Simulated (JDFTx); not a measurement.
Geometry relaxation of HfO2 (part 1 of 2)

- system: HfO2 (Fm-3m, 3 atoms in the cell)
- method: Kohn-Sham DFT of a periodic cell, PBE with D3, PseudoDojo-SR-PBE-0.5-standard, no spin polarisation (JDFTx 1.7.0 (patched build))

The structure derives from an entry of the Crystallography Open Database.

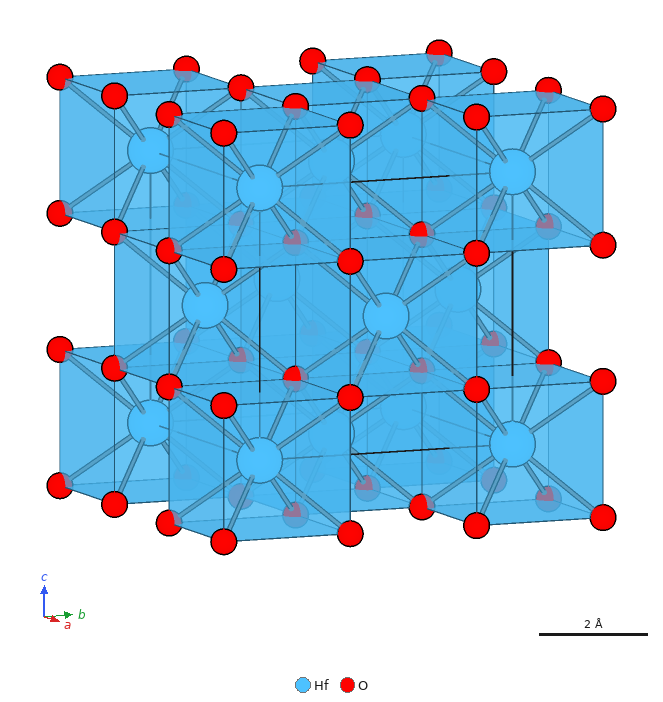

**Figure 1.** The input geometry (polyhedral view of the cell 4 times as large as that of the calculation, set on its symmetry axes, seen slightly off an axis; polyhedra are completed across the faces of the cell).

**The input**
```
lattice \
    0.0000000000     4.8329745637     4.8329745637 \
    4.8329745637     0.0000000000     4.8329745637 \
    4.8329745637     4.8329745637     0.0000000000
coords-type Cartesian
ion Hf     0.0000000000     0.0000000000     0.0000000000 1
ion O      7.2494618456     7.2494618456     7.2494618456 1
ion O      2.4164872819     2.4164872819     2.4164872819 1

ion-species pseudo/Hf.upf
ion-species pseudo/O.upf
elec-cutoff 42 336
elec-ex-corr gga-PBE
van-der-waals D3
kpoint-folding 9 9 9
elec-smearing Fermi 0.0018374661
elec-n-bands 18
electronic-SCF nIterations 100 energyDiffThreshold 1e-09
electronic-minimize nIterations 30 energyDiffThreshold 1e-7
forces-output-coords Cartesian
lattice-minimize nIterations 40 energyDiffThreshold 1e-6

dump-name run.$VAR
dump End Ecomponents EigStats BandEigs Kpoints Forces Stress
```

Launched with:
```bash
jdftx -c 1 -i HfO2.in -o HfO2.out
```

**The program's output**
```
*************** JDFTx 1.7.0 (patched build) ***************

Input parsed successfully to the following command list (including defaults):
[... the input with its defaults ...]

---------- Setting up symmetries ----------

Found 48 point-group symmetries of the bravais lattice
Found 48 space-group symmetries with basis
Applied RMS atom displacement 4.08253e-11 bohrs to make symmetries exact.

---------- Initializing the Grid ----------
R =
[            0      4.83297      4.83297  ]
[      4.83297            0      4.83297  ]
[      4.83297      4.83297            0  ]
unit cell volume = 225.774
G =
[  -0.650033   0.650033   0.650033  ]
[   0.650033  -0.650033   0.650033  ]
[   0.650033   0.650033  -0.650033  ]
Minimum fftbox size, Smin = [  60  60  60  ]
Chosen fftbox size, S = [  60  60  60  ]

---------- Initializing tighter grid for wavefunction operations ----------
R =
[            0      4.83297      4.83297  ]
[      4.83297            0      4.83297  ]
[      4.83297      4.83297            0  ]
unit cell volume = 225.774
G =
[  -0.650033   0.650033   0.650033  ]
[   0.650033  -0.650033   0.650033  ]
[   0.650033   0.650033  -0.650033  ]
Minimum fftbox size, Smin = [  40  40  40  ]
Chosen fftbox size, S = [  40  40  40  ]

---------- Exchange Correlation functional ----------
Initalized PBE GGA exchange.
Initalized PBE GGA correlation.

---------- Setting up pseudopotentials ----------
Width of ionic core gaussian charges (only for fluid interactions / plotting) set to 0

Reading pseudopotential file 'pseudo/Hf.upf':
  'Hf' pseudopotential, 'PBE' functional
  Generated using ONCVPSP code by D. R. Hamann
  12 valence electrons, 4 orbitals, 8 projectors, 1001 radial grid points, with lMax = 3
    5S    l: 0   occupation:  2.0   eigenvalue: -2.462799
    5P    l: 1   occupation:  6.0   eigenvalue: -1.307320
    5D    l: 2   occupation:  2.0   eigenvalue: -0.098817
    6S    l: 0   occupation:  2.0   eigenvalue: -0.187732
  Core radius for overlap checks: 2.38 bohrs.

Reading pseudopotential file 'pseudo/O.upf':
  'O' pseudopotential, 'PBE' functional
  Generated using ONCVPSP code by D. R. Hamann
  6 valence electrons, 2 orbitals, 5 projectors, 936 radial grid points, with lMax = 2
    2S    l: 0   occupation:  2.0   eigenvalue: -0.880572
    2P    l: 1   occupation:  4.0   eigenvalue: -0.331869
  Core radius for overlap checks: 1.39 bohrs.

Initialized 2 species with 3 total atoms.

Folded 1 k-points by 9x9x9 to 729 k-points.

---------- Setting up k-points, bands, fillings ----------
Reduced to 35 k-points under symmetry.
Computing the number of bands and number of electrons
Calculating initial fillings.
nElectrons:  24.000000   nBands: 18   nStates: 35

----- Setting up reduced wavefunction bases (one per k-point) -----
average nbasis = 2936.333 , ideal nbasis = 2935.225

Initializing DFT-D3 calculator:
	Parameters set for gga-PBE functional
	s6:  1.000  s_r6:  1.217
	s8:  0.722  s_r8:  1.000
	Per-atom parameters loaded for:
	Hf:  sqrtQ[a0]:  8.207  Rcov[a0]:  2.589  CN: [ 0.00 1.93 3.88 ]
	 O:  sqrtQ[a0]:  2.594  Rcov[a0]:  1.191  CN: [ 0.00 0.99 1.99 ]

---------- Setting up ewald sum ----------
Optimum gaussian width for ewald sums = 2.051618 bohr.
Real space sum over 1331 unit cells with max indices [  5  5  5  ]
Reciprocal space sum over 3375 terms with max indices [  7  7  7  ]

Computing DFT-D3 correction:
# coordination-number Hf 14.378
# coordination-number O 3.923 3.923
# diagonal-C6 Hf 420.98
# diagonal-C6 O 10.37 10.37
EvdW_6 =   -0.008635
EvdW_8 =   -0.011010

---------- Allocating electronic variables ----------
Initializing wave functions:  linear combination of atomic orbitals
Hf pseudo-atom occupations:   s ( 2 2 )  p ( 6 )  d ( 2 )
O pseudo-atom occupations:   s ( 2 )  p ( 4 )
	FillingsUpdate:  mu: +0.622259595  nElectrons: 24.000000
LCAOMinimize: Iter:   0  F: -81.9514344326791502  |grad|_K:  9.629e-03  alpha:  1.000e+00
	FillingsUpdate:  mu: +0.593936008  nElectrons: 24.000000
LCAOMinimize: Iter:   1  F: -82.0861138687134257  |grad|_K:  7.713e-03  alpha:  1.214e-01  linmin: -2.898e-01  cgtest:  9.130e-01
LCAOMinimize: Encountered beta<0, resetting CG.
[... 15 lines of inner loops ...]
LCAOMinimize: Iter:   6  F: -82.2577276508794313  |grad|_K:  1.298e-06  alpha:  3.255e-01  linmin: -9.627e-03  cgtest:  2.095e-02
	FillingsUpdate:  mu: +0.532714569  nElectrons: 24.000000
LCAOMinimize: Iter:   7  F: -82.2577276606938739  |grad|_K:  3.774e-08  alpha:  9.217e-01  linmin:  6.277e-04  cgtest: -3.395e-02
LCAOMinimize: Converged (|Delta F|<1.000000e-06 for 2 iters).

--------- Lattice Minimization ---------

Computing DFT-D3 correction:
# coordination-number Hf 14.378
# coordination-number O 3.923 3.923
# diagonal-C6 Hf 420.98
# diagonal-C6 O 10.37 10.37
EvdW_6 =   -0.008635
EvdW_8 =   -0.011010

-------- Electronic minimization -----------
Will mix electronic density at each iteration.
	FillingsUpdate:  mu: +0.532714569  nElectrons: 24.000000
	FillingsUpdate:  mu: +0.520513304  nElectrons: 24.000000
SCF: Cycle:  0   F: -82.335069952704714   dF: -7.734e-02   |Residual|: 1.957e-01   |deigs|: 1.535e-02
	FillingsUpdate:  mu: +0.480060100  nElectrons: 24.000000
SCF: Cycle:  1   F: -82.361590957812126   dF: -2.652e-02   |Residual|: 3.666e-02   |deigs|: 2.267e-02
	FillingsUpdate:  mu: +0.486825348  nElectrons: 24.000000
SCF: Cycle:  2   F: -82.362996386033416   dF: -1.405e-03   |Residual|: 1.956e-02   |deigs|: 5.401e-03
	FillingsUpdate:  mu: +0.487440691  nElectrons: 24.000000
SCF: Cycle:  3   F: -82.363037096333358   dF: -4.071e-05   |Residual|: 3.324e-03   |deigs|: 2.122e-03
	FillingsUpdate:  mu: +0.486920641  nElectrons: 24.000000
SCF: Cycle:  4   F: -82.363039818008673   dF: -2.722e-06   |Residual|: 2.153e-03   |deigs|: 7.962e-04
	FillingsUpdate:  mu: +0.487503001  nElectrons: 24.000000
SCF: Cycle:  5   F: -82.363043832413069   dF: -4.014e-06   |Residual|: 4.079e-04   |deigs|: 4.716e-04
	FillingsUpdate:  mu: +0.487488798  nElectrons: 24.000000
SCF: Cycle:  6   F: -82.363043957357760   dF: -1.249e-07   |Residual|: 2.085e-04   |deigs|: 1.445e-04
	FillingsUpdate:  mu: +0.487461822  nElectrons: 24.000000
SCF: Cycle:  7   F: -82.363044000357462   dF: -4.300e-08   |Residual|: 5.042e-05   |deigs|: 1.009e-04
	FillingsUpdate:  mu: +0.487456102  nElectrons: 24.000000
SCF: Cycle:  8   F: -82.363044004661788   dF: -4.304e-09   |Residual|: 1.950e-05   |deigs|: 9.709e-05
	FillingsUpdate:  mu: +0.487452769  nElectrons: 24.000000
SCF: Cycle:  9   F: -82.363044005470130   dF: -8.083e-10   |Residual|: 8.720e-06   |deigs|: 8.478e-05
	FillingsUpdate:  mu: +0.487455282  nElectrons: 24.000000
SCF: Cycle: 10   F: -82.363044005723594   dF: -2.535e-10   |Residual|: 7.384e-06   |deigs|: 8.554e-05
SCF: Converged (|Delta E|<1.000000e-09 for 2 iters).

Setting wave functions to eigenvectors of Hamiltonian

Computing DFT-D3 correction:
# coordination-number Hf 14.378
# coordination-number O 3.923 3.923
# diagonal-C6 Hf 420.98
# diagonal-C6 O 10.37 10.37
EvdW_6 =   -0.008635
EvdW_8 =   -0.011010
# Lattice vectors:
R =
[            0      4.83297      4.83297  ]
[      4.83297            0      4.83297  ]
[      4.83297      4.83297            0  ]
unit cell volume = 225.774

# Strain tensor in Cartesian coordinates:
[            0            0            0  ]
[            0            0            0  ]
[            0            0            0  ]

# Stress tensor in Cartesian coordinates [Eh/a0^3]:
[  0.000274749            0            0  ]
[            0  0.000274749            0  ]
[            0            0  0.000274749  ]

# Ionic positions in cartesian coordinates:
ion Hf   0.000000000033334   0.000000000033334   0.000000000033334 1
ion O   7.249461845583333   7.249461845583333   7.249461845583333 1
ion O   2.416487281883334   2.416487281883334   2.416487281883334 1

# Forces in Cartesian coordinates:
force Hf   0.000000000000000   0.000000000000000  -0.000000000000000 1
force O   0.000000000000000  -0.000000000000000   0.000000000000000 1
force O  -0.000000000000000  -0.000000000000000   0.000000000000000 1

# Energy components:
   Eewald =      -67.2333631159540346
       EH =       14.0569194065422156
     Eloc =      -47.9975485941993298
      Enl =       -2.4441208942448918
     EvdW =       -0.0196453978692974
      Exc =      -22.6947696207002032
 Exc_core =        7.3619519903909003
       KE =       36.6075322203110360
-------------------------------------
     Etot =      -82.3630440057235944
       TS =        0.0000000000000021
-------------------------------------
        F =      -82.3630440057235944

LatticeMinimize: Iter:   0  F: -82.363044005723594  |grad|_K:  1.764e-02

#--- Lowdin population analysis ---
# oxidation-state Hf +1.469
# oxidation-state O -0.688 -0.688

Computing DFT-D3 correction:
# coordination-number Hf 14.471
# coordination-number O 3.929 3.929
# diagonal-C6 Hf 420.98
# diagonal-C6 O 10.37 10.37
EvdW_6 =   -0.008674
EvdW_8 =   -0.011095

-------- Electronic minimization -----------
Will mix electronic density at each iteration.
	FillingsUpdate:  mu: +0.487455282  nElectrons: 24.000000
	FillingsUpdate:  mu: +0.489973898  nElectrons: 24.000000
SCF: Cycle:  0   F: -82.363327881267963   dF: -7.930e-06   |Residual|: 2.281e-03   |deigs|: 1.708e-04
	FillingsUpdate:  mu: +0.490518766  nElectrons: 24.000000
SCF: Cycle:  1   F: -82.363333494534146   dF: -5.613e-06   |Residual|: 3.728e-04   |deigs|: 3.540e-04
	FillingsUpdate:  mu: +0.490457904  nElectrons: 24.000000
SCF: Cycle:  2   F: -82.363333612262750   dF: -1.177e-07   |Residual|: 1.475e-04   |deigs|: 6.627e-05
	FillingsUpdate:  mu: +0.490436082  nElectrons: 24.000000
SCF: Cycle:  3   F: -82.363333622756983   dF: -1.049e-08   |Residual|: 1.897e-05   |deigs|: 2.632e-05
	FillingsUpdate:  mu: +0.490438328  nElectrons: 24.000000
SCF: Cycle:  4   F: -82.363333624155359   dF: -1.398e-09   |Residual|: 7.828e-06   |deigs|: 1.687e-05
	FillingsUpdate:  mu: +0.490437593  nElectrons: 24.000000
SCF: Cycle:  5   F: -82.363333624451457   dF: -2.961e-10   |Residual|: 4.299e-06   |deigs|: 1.416e-05
	FillingsUpdate:  mu: +0.490436391  nElectrons: 24.000000
SCF: Cycle:  6   F: -82.363333624531180   dF: -7.972e-11   |Residual|: 1.574e-06   |deigs|: 1.300e-05
SCF: Converged (|Delta E|<1.000000e-09 for 2 iters).

Setting wave functions to eigenvectors of Hamiltonian

Computing DFT-D3 correction:
# coordination-number Hf 14.471
# coordination-number O 3.929 3.929
# diagonal-C6 Hf 420.98
# diagonal-C6 O 10.37 10.37
EvdW_6 =   -0.008674
EvdW_8 =   -0.011095
# Lattice vectors:
R =
[            0      4.82489      4.82489  ]
[      4.82489            0      4.82489  ]
[      4.82489      4.82489            0  ]
unit cell volume = 224.643

# Strain tensor in Cartesian coordinates:
[  -0.00167299            0            0  ]
[            0  -0.00167299            0  ]
[            0            0  -0.00167299  ]

# Stress tensor in Cartesian coordinates [Eh/a0^3]:
[  0.000236977            0            0  ]
[            0  0.000236977            0  ]
[            0            0  0.000236977  ]

# Ionic positions in cartesian coordinates:
ion Hf   0.000000000033278   0.000000000033278   0.000000000033278 1
ion O   7.237333544233661   7.237333544233661   7.237333544233661 1
ion O   2.412444514766739   2.412444514766739   2.412444514766739 1

# Forces in Cartesian coordinates:
force Hf  -0.000000000000000  -0.000000000000000   0.000000000000000 1
force O  -0.000000000000000   0.000000000000000   0.000000000000000 1
force O   0.000000000000000  -0.000000000000000  -0.000000000000000 1

# Energy components:
   Eewald =      -67.3460325795965389
       EH =       14.0166845580921535
     Eloc =      -47.8571741672565807
      Enl =       -2.4479063533476291
     EvdW =       -0.0197685595438448
      Exc =      -22.7009045039327617
 Exc_core =        7.3619519969145868
       KE =       36.6298159841394408
-------------------------------------
     Etot =      -82.3633336245311796
       TS =        0.0000000000000021
-------------------------------------
        F =      -82.3633336245311796

LatticeMinimize: Iter:   1  F: -82.363333624531180  |grad|_K:  1.514e-02  alpha:  1.000e+00  linmin: -1.000e+00

#--- Lowdin population analysis ---
# oxidation-state Hf +1.465
# oxidation-state O -0.687 -0.687

Computing DFT-D3 correction:
# coordination-number Hf 15.013
# coordination-number O 3.960 3.960
# diagonal-C6 Hf 420.98
# diagonal-C6 O 10.37 10.37
EvdW_6 =   -0.008906
EvdW_8 =   -0.011610
```
